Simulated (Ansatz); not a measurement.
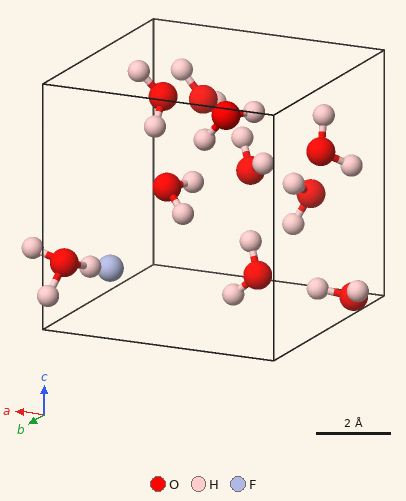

Starting frame of a dynamics run of a periodic cell with 10 H2O + 1 HF at 0.995 g/cm³. It starts from the last geometry of an earlier run, with fresh velocities. A ball-and-stick model of the simulation cell, seen from a free direction.

Method: DFT PBE, scalar-relativistic, plane waves, PAW (Ansatz 0.2.0).

Input file:
```yaml
accuracy: low
crystal:
  lattice:
    - [6.938232, 0.0, 0.0]
    - [0.0, 6.938232, 0.0]
    - [0.0, 0.0, 6.938232]
  atoms:
    - { symbol: O, position: [0.01195544, 0.2396823, 0.05553487] }
    - { symbol: H, position: [0.14662446, 0.2838188, 0.08205806] }
    - { symbol: H, position: [-0.05759503, 0.34781488, 0.11465103] }
    - { symbol: O, position: [0.5904487, 0.72059277, 0.55476295] }
    - { symbol: H, position: [0.54280167, 0.58544636, 0.54580188] }
    - { symbol: H, position: [0.48640726, 0.79254508, 0.47814051] }
    - { symbol: O, position: [0.33420749, 0.43476891, 0.15273791] }
    - { symbol: H, position: [0.43836391, 0.43865619, 0.06217813] }
    - { symbol: H, position: [0.38588637, 0.3906191, 0.27269899] }
    - { symbol: O, position: [0.93446752, -0.06951321, 0.25903495] }
    - { symbol: H, position: [0.9548108, 0.03464553, 0.14876264] }
    - { symbol: H, position: [1.06965799, -0.06610898, 0.30308815] }
    - { symbol: O, position: [0.73835671, 1.08351081, 0.72463957] }
    - { symbol: H, position: [0.74858635, 0.95158875, 0.67765883] }
    - { symbol: H, position: [0.82665137, 1.0934649, 0.83707091] }
    - { symbol: O, position: [0.33534252, -0.04843626, 0.35660139] }
    - { symbol: H, position: [0.35170636, 0.07318901, 0.42734852] }
    - { symbol: H, position: [0.39587612, -0.01501574, 0.23421162] }
    - { symbol: O, position: [0.0867224, 0.38096526, 0.67323576] }
    - { symbol: H, position: [0.09705648, 0.33280677, 0.80715865] }
    - { symbol: H, position: [-0.00699711, 0.29914339, 0.60663868] }
    - { symbol: O, position: [0.2632234, 0.86913864, 0.92734151] }
    - { symbol: H, position: [0.35575206, 0.86976441, 0.81706047] }
    - { symbol: H, position: [0.19818442, 0.75185917, 0.91909671] }
    - { symbol: O, position: [0.70523175, 0.51587872, 0.85493749] }
    - { symbol: H, position: [0.69084689, 0.61942808, 0.76162204] }
    - { symbol: H, position: [0.79113108, 0.55623949, 0.95777967] }
    - { symbol: O, position: [0.43988174, 0.27857565, 0.52475167] }
    - { symbol: H, position: [0.50517442, 0.21757917, 0.63380033] }
    - { symbol: H, position: [0.34284356, 0.36648329, 0.58855192] }
    - { symbol: F, position: [0.88983538, 0.60849818, 0.15679201] }
    - { symbol: H, position: [0.89783445, 0.77252722, 0.20541618] }
basis:
  ecutwfc: 420.0
kpoints:
  mp_grid: { grid: [1, 1, 1] }
hamiltonian:
  xc: pbe
scf:
  occupations: { method: fermi_dirac, width: 0.02 }
  lower_state_search: "off"
md:
  timestep: 0.75
  n_steps: 400
  ensemble: nvt_langevin
  temperature: 350.0
  initial_velocities: maxwell_boltzmann
  seed: 648703
  friction: 0.05
```

Launched with:
```bash
ansatz run input.yaml --threads 1 --pin off --max-ram 3072MiB --backend cpu --events-out ev --progress --plain --runs-dir out
```

Predict how the run goes.

The mean temperature in the second half is 385 K (standard deviation 56 K). The potential energy is still drifting at the end, so the run hasn't reached equilibrium. The potential energy in the second half lies on average 2.2 meV per atom above the first frame. Root-mean-square distances from the starting positions over the second half, with the common drift of all atoms taken out: F 0.70 Å, H 0.60 Å, O 0.41 Å. The heavy atoms stay within a fraction of a molecule's size of their starting places; so short a run doesn't tell a liquid from a solid.

Along the run (each row but the first and the last is the mean over the interval that it begins):

| time (fs) | potential energy (meV/atom) | T (K) |
| --- | --- | --- |
| 0.0 | 0.0 | 339 |
| 37.5 | 14.7 | 400 |
| 75.0 | 8.3 | 381 |
| 112.5 | -1.7 | 361 |
| 150.0 | -5.6 | 351 |
| 187.5 | -1.7 | 353 |
| 225.0 | 7.2 | 398 |
| 262.5 | 8.7 | 438 |
| 300.0 | 12.2 | 352 |

The paths of the atoms:

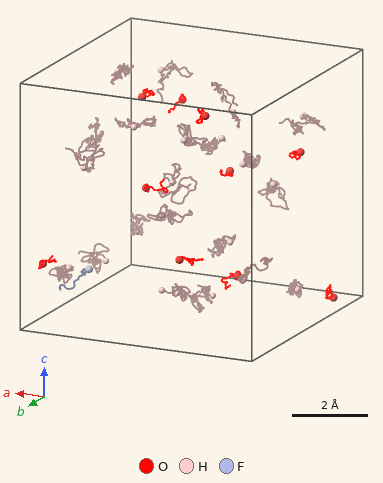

Limits of the set-up: the program's low-accuracy preset was used; the periodic images lie only 6.9 Å apart, so the values are limited by the cell's size.

The run took 13 min on 1 thread of Arm Neoverse V1 (shared host), peak memory 0.38 GiB.
